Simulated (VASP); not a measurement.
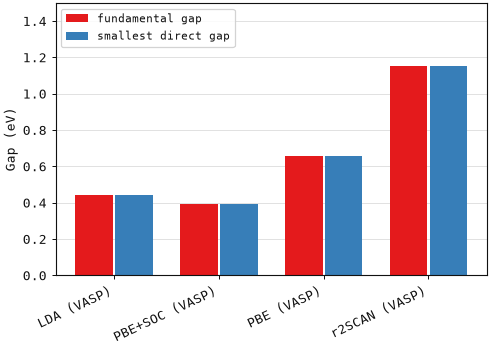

Gaps of CdTe, space group F-43m, 2 atoms in the cell, zincblende type, at several levels of theory on one cell (VASP, plane waves and PAW; edges over the mesh and the special points).

Question: How does the gap depend on the level, and does its kind change?

Answer: In rising order: PBE+SOC (VASP) 0.39 eV, LDA (VASP) 0.44 eV, PBE (VASP) 0.66 eV and r2SCAN (VASP) 1.15 eV. It is direct at every level.
